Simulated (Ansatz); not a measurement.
## Single-point calculation of Cu (part 1 of 2)

System: Cu (Fm-3m, 27 atoms in the cell).
Method: DFT LDA, scalar-relativistic, plane waves, PAW, no spin polarisation (Ansatz 0.2.0).

The structure derives from a Materials Project entry. It belongs to a series of runs on one base structure; here: the perfect crystal in a cell of 27 atoms.

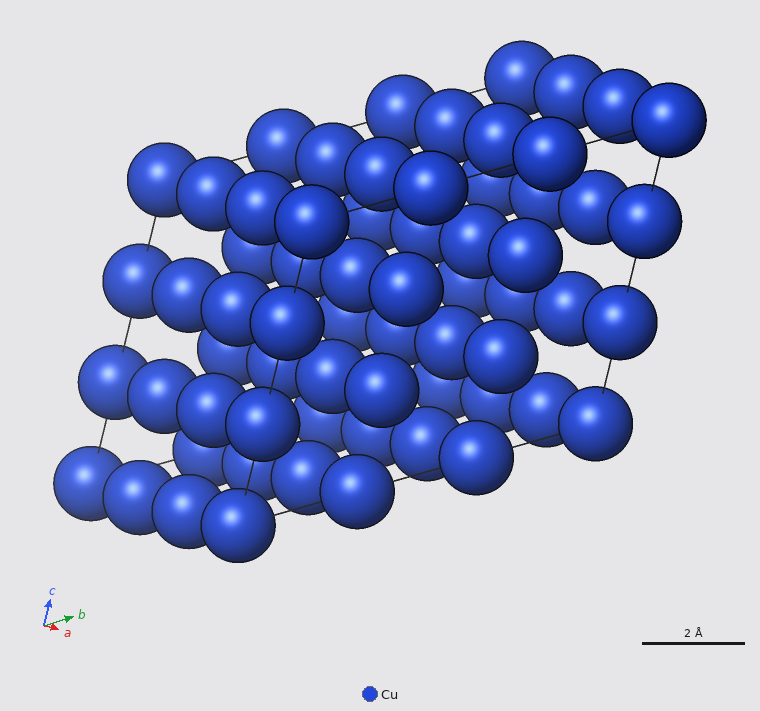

Fig. 1: The structure as given in the input (spheres-only view of the cell of the calculation, seen slightly off an axis).

Key numbers

```tsv
quantity	value
outcome	converged
space group (tolerance 0.01 Å)	Fm-3m (225)
electrons treated	513
free energy	−177004.4051 eV
Fermi energy	18.096 eV
gap on the k-point mesh	none (metallic)
pressure	−0.07 GPa
largest force (length of the vector)	under 0.001 eV/Å
hardware	4 threads of Intel Xeon @ 2.70GHz, 189 GiB of memory available, shared host
wall time	20 s (CPU time 71 s)
peak memory	2 GiB
```

Input file
```yaml
crystal:
  lattice:
    - [-5.2773513497, -5.2773513497, 0.0]
    - [0.0, -5.2773513497, 5.2773513497]
    - [-5.2773513497, 0.0, 5.2773513497]
  atoms:
    - { symbol: Cu, position: [0.6666666667, 0.0, 0.0] }
    - { symbol: Cu, position: [0.3333333333, 0.0, 0.0] }
    - { symbol: Cu, position: [0.0, 0.0, 0.0] }
    - { symbol: Cu, position: [0.6666666667, 0.3333333333, 0.0] }
    - { symbol: Cu, position: [0.3333333333, 0.3333333333, 0.0] }
    - { symbol: Cu, position: [0.0, 0.3333333333, 0.0] }
    - { symbol: Cu, position: [0.6666666667, 0.6666666667, 0.0] }
    - { symbol: Cu, position: [0.3333333333, 0.6666666667, 0.0] }
    - { symbol: Cu, position: [0.0, 0.6666666667, 0.0] }
    - { symbol: Cu, position: [0.6666666667, 0.0, 0.3333333333] }
    - { symbol: Cu, position: [0.3333333333, 0.0, 0.3333333333] }
    - { symbol: Cu, position: [0.0, 0.0, 0.3333333333] }
    - { symbol: Cu, position: [0.6666666667, 0.3333333333, 0.3333333333] }
    - { symbol: Cu, position: [0.3333333333, 0.3333333333, 0.3333333333] }
    - { symbol: Cu, position: [0.0, 0.3333333333, 0.3333333333] }
    - { symbol: Cu, position: [0.6666666667, 0.6666666667, 0.3333333333] }
    - { symbol: Cu, position: [0.3333333333, 0.6666666667, 0.3333333333] }
    - { symbol: Cu, position: [1.0, 0.6666666667, 0.3333333333] }
    - { symbol: Cu, position: [0.6666666667, 0.0, 0.6666666667] }
    - { symbol: Cu, position: [0.3333333333, 0.0, 0.6666666667] }
    - { symbol: Cu, position: [0.0, 0.0, 0.6666666667] }
    - { symbol: Cu, position: [0.6666666667, 0.3333333333, 0.6666666667] }
    - { symbol: Cu, position: [0.3333333333, 0.3333333333, 0.6666666667] }
    - { symbol: Cu, position: [1.0, 0.3333333333, 0.6666666667] }
    - { symbol: Cu, position: [0.6666666667, 0.6666666667, 0.6666666667] }
    - { symbol: Cu, position: [0.3333333333, 0.6666666667, 0.6666666667] }
    - { symbol: Cu, position: [0.0, 0.6666666667, 0.6666666667] }
basis:
  ecutwfc: 420
  xc_grid: 2
kpoints:
  mp_grid: { grid: [4, 4, 4], shift: [0.0, 0.0, 0.0] }
hamiltonian:
  xc: lda
scf:
  occupations: { method: gaussian, width: 0.1 }
output:
  forces: true
  stress: true
  eigenvalues: true
  write_density: true
  write_potential: true
  elf: true
  volumetric_format: npy
```

Launched with:
```bash
ansatz run input.yaml --threads 4 --pin off --max-ram 8192MiB --backend cpu --events-out ev --progress --plain --runs-dir out
```

Log
```
Engine: ansatz 0.2.0, x86_64-unknown-linux-gnu
Pseudopotentials: kind: paw
Pseudopotential: Cu, paw, valence charge 19, recommended cutoff 420 eV (normal), Cu.paw.azcp
Functional definition: SPW92
  exchange = slater_x
  correlation = pw_c
Crystal: 27 atoms, lattice volume = 293.953 Å³
Basis set: ecut = 420 eV, 5769 PW (Γ), exchange–correlation on 100×100×100 points (8 copies of the dense FFT grid, shifted against one another)
Bands: 308, of which v1, the nominal top of the filled ones, is band 257 counted from 1 (256 counted from 0)
Symmetry: 1296 space group operations
Space group: Fm-3m (ITA 225), of the structure as read, at distance tolerance 6.6e-5 Å
k-points: 8 of 64
Non-local potential: Cu, projectors of the file, l = 0: 3, l = 1: 2, l = 2: 3, l = 3: 1
PAW form: soft (Blöchl's): semilocal exchange-correlation on the pseudo side does not see the compensation charge
PAW frozen core: Cu, regenerated for the run's functional, and the local potential with it (the file was generated under x = pbe(κ = 0.804, μ = 0.2195149727645171), c = pbe(β = 0.06672455060314922))
PAW one-centre angular grid: Cu, 590 points (default); XC on 64 Gauss nodes
Initial density: superposition of atomic densities (neutral atoms: chi_scale 0, normalization atom), corrected by the library's trained network
Initial wavefunctions: pseudopotential atomic-orbital guess
Functional: x = slater, c = lda
SCF iter   1: F=—  HF=-177004.594244 eV  |F-HF|=—  |Δ(HF+E_count)|=         —  Δρ=2.31e-2  dr2=6.90e-1  ethr=1.77e-3  ⟨swp⟩=5.0  Hψ=7847  notcnv=0  defer=150
preconditioner: auto → Resta (q_TF=auto, 2.994 Å⁻¹)  ε∞=13.2  [insulator: Δε(μ)=0.167 eV  Ē_g=10.694 eV  σ=0.100 eV  W_gap=0.60  n_scr=136 (ndim 8)  ℏωp=37.3 eV  f_vac=0.000  D(μ)=6.28/eV (n_scr^D=26)  ε∞_Penn≈13.2]
SCF iter   2: F=—  HF=-177004.412180 eV  |F-HF|=—  |Δ(HF+E_count)|=   1.82e-1  Δρ=2.12e-3  dr2=3.91e-3  ethr=1.34e-4  ⟨swp⟩=2.0  Hψ=4019  notcnv=0  defer=336
SCF iter   3: F=—  HF=-177004.407906 eV  |F-HF|=—  |Δ(HF+E_count)|=   4.27e-3  Δρ=2.33e-3  dr2=5.60e-3  ethr=7.61e-7  ⟨swp⟩=2.0  Hψ=3992  notcnv=0  defer=336
SCF iter   4: F=—  HF=-177004.406013 eV  |F-HF|=—  |Δ(HF+E_count)|=   1.89e-3  Δρ=5.44e-4  dr2=2.90e-4  ethr=7.61e-7  ⟨swp⟩=2.0  Hψ=2711  notcnv=0  defer=336
SCF iter   5: F=—  HF=-177004.405389 eV  |F-HF|=—  |Δ(HF+E_count)|=   6.24e-4  Δρ=1.21e-4  dr2=2.02e-5  ethr=5.64e-8  ⟨swp⟩=2.0  Hψ=3061  notcnv=0  defer=336
SCF iter   6: F=—  HF=-177004.405114 eV  |F-HF|=—  |Δ(HF+E_count)|=   2.75e-4  Δρ=2.10e-5  dr2=6.86e-7  ethr=3.95e-9  ⟨swp⟩=1.1  Hψ=2128  notcnv=0  defer=336
SCF iter   7: F=-177004.405114 eV  HF=-177004.405114 eV  |F-HF|=2.24e-9  |Δ(HF+E_count)|=   1.43e-7  Δρ=2.81e-6  dr2=1.54e-8  ethr=1.95e-11  ⟨swp⟩=11.8  Hψ=16903  notcnv=0
SCF 1 converged in 7 iterations: F = -177004.405114 eV  dr2 = 1.54e-8
  greatest PAW one-centre occupation: 1.000 electrons in one spin orbital (limit 2), on the Cu atom at site 26 (counted from 0), in its partial waves of l = 0
SCF converged after 7 iterations
Free energy (F): -177004.405114 eV
Harris-Foulkes:  -177004.405114 eV  (|F-HF|=2.24e-9)
Internal energy: -177004.375900 eV  (E = F + TS)
E sigma→0 (E₀):  -177004.390507 eV
Entropy (-TS):   -0.029214 eV (-1.082 meV/atom)
Fermi energy:    18.095502 eV
--- Per-component energies (eV) ---
  E_band       = -9013.711837
  E_kinetic    = 8142.470229
  E_local      = -105343.047451  (includes V_loc(G=0)·N_el)
  E_nonlocal   = 10619.605344
  E_hartree    = 46435.790054
  E_xc         = -2427.846853
  E_vxc        = -3149.109117  (∫ρ·V_xc dr)
  E_paw        = -42991.266260  (= ΣΔE_a)
  E_vpaw       = -12155.236436  (= ΣTr[D̂ρ^β])
  E_aug_tail   = 0.007292  (compensation charges beyond the density's cutoff)
  E_ewald      = -91452.229078
  E_core_change = 12.140822  (= ΣΔE_core)
  E_smearing   = -0.029214  (= −TS)
  E_closure    = -0.000000  (closes the sum)
  Σ components = -177004.405114   (vs F -177004.405114, Δ=0.00e0)
--- Forces (eV/Å), atoms counted from 1 ---
  atom   1  Cu    -0.00000000     0.00000000     0.00000000
  atom   2  Cu    -0.00000000     0.00000000    -0.00000000
  atom   3  Cu    -0.00000000     0.00000000    -0.00000000
  atom   4  Cu    -0.00000000     0.00000000     0.00000000
  atom   5  Cu    -0.00000000     0.00000000    -0.00000000
  atom   6  Cu    -0.00000000     0.00000000    -0.00000000
  atom   7  Cu    -0.00000000     0.00000000     0.00000000
  atom   8  Cu    -0.00000000     0.00000000    -0.00000000
  atom   9  Cu    -0.00000000     0.00000000    -0.00000000
  atom  10  Cu    -0.00000000    -0.00000000     0.00000000
  atom  11  Cu    -0.00000000     0.00000000    -0.00000000
  atom  12  Cu    -0.00000000     0.00000000    -0.00000000
  atom  13  Cu    -0.00000000     0.00000000     0.00000000
  atom  14  Cu    -0.00000000     0.00000000     0.00000000
  atom  15  Cu    -0.00000000     0.00000000    -0.00000000
  atom  16  Cu    -0.00000000     0.00000000     0.00000000
  atom  17  Cu    -0.00000000     0.00000000     0.00000000
  atom  18  Cu    -0.00000000     0.00000000    -0.00000000
  atom  19  Cu    -0.00000000    -0.00000000     0.00000000
  atom  20  Cu    -0.00000000     0.00000000    -0.00000000
  atom  21  Cu    -0.00000000     0.00000000    -0.00000000
  atom  22  Cu    -0.00000000     0.00000000     0.00000000
  atom  23  Cu    -0.00000000     0.00000000    -0.00000000
  atom  24  Cu    -0.00000000     0.00000000    -0.00000000
  atom  25  Cu    -0.00000000    -0.00000000     0.00000000
  atom  26  Cu    -0.00000000     0.00000000    -0.00000000
  atom  27  Cu    -0.00000000     0.00000000     0.00000000
  max |Σ_I F_I| component: 1.55e-26 eV/Å
--- Stress (GPa, compression-positive) ---
       -0.066346      -0.000000      -0.000000
        0.000000      -0.066346       0.000000
       -0.000000      -0.000000      -0.066346
  P = ⅓ Tr σ = -0.0663 GPa (-0.663 kbar)
--- Band table (eV; the first three rows and the last of 8) ---
  k-point 0: bands = ["-93.8043", "-93.7886", "-93.7886", "-93.7886", "-93.7886", "-93.7886", "-93.7886", "-93.7886", "-93.7886", "-93.7835", ... 98 levels left out ..., "8.0914", "11.6181", "11.6181", "11.6181", "11.6181", "11.6181", "11.6181", "11.6181", "11.6181", "12.3424", "12.3424", "12.3424", "12.3424", "12.3424", "12.3424", "13.6234", "13.6234", "13.6234", "13.6234", "13.6234", "13.6234", "13.6706", "13.6706", "13.6706", "13.6706", "13.6706", "13.6706", "13.6706", "13.6706",
      "13.6706", "13.6706", "13.6706", "13.6706", "13.8602", "13.8602", "13.8602", "13.8602", "13.8602", "13.8602", "13.8602", "13.8602", "13.8602", "13.8602", "13.8602", "13.8602", "14.6829", "14.6829", "14.6829", "14.6829", "14.6829", "14.6829", "14.6829", "14.6829", "14.6829", "14.6829", "14.6829", "14.6829", "14.8148", "14.8148", "14.8148", "14.8148", "14.8148", "14.8148", "14.8148", "14.8148", "14.8417", "14.8417", "14.8417", "14.9382",
      "14.9382", "14.9382", "14.9382", "14.9382", "14.9382", "14.9382", "14.9382", "14.9382", "14.9382", "14.9382", "14.9382", "14.9382", "14.9382", "14.9382", "14.9382", "15.7183", "15.7183", "15.7183", "15.7183", "15.7183", "15.7183", "15.7183", "15.7183", "15.7183", "15.7183", "15.7183", "15.7183", "15.8051", "15.8051", "15.8717", "15.8717", "15.8717", "15.8717", "15.8717", "15.8717", "16.0694", "16.0694", "16.0694", "16.0694", "16.0694",
      "16.0694", "16.0694", "16.0694", "16.0694", "16.0694", "16.0694", "16.0694", "16.1449", "16.1449", "16.1449", "16.1449", "16.1449", "16.1449", "16.1449", "16.1449", "16.1449", "16.1449", "16.1449", "16.1449", "16.1449", "16.1449", "16.1449", "16.1449", "16.2220", "16.2220", "16.2220", "16.2220", "16.2220", "16.2220", "16.2220", "16.2220", "16.2220", "16.2220", "16.2220", "16.2220", "16.2809", "16.2809", "16.2809", "16.2809", "16.2809",
      "16.2809", "21.5952", "21.5952", "21.5952", "21.5952", "21.5952", "21.5952", "21.5952", "21.5952", "21.5952", "21.5952", "21.5952", "21.5952", "24.3661", "24.3661", "24.3661", "24.3661", "24.3661", "24.3661", "24.3661", "24.3661", "24.3661", "24.3661", "24.3661", "24.3661", "27.1976", "27.1976", "27.1976", "27.1976", "27.1976", "27.1976", "27.1976", "27.1976", "27.1976", "27.1976", "27.1976", "27.1976", "27.2685", "27.2685", "27.2685",
      "27.2685", "27.2685", "27.2685", "27.2685", "27.2685", "32.5122", "32.5122", "32.5122", "32.5122", "32.5122", "32.5122"]
```
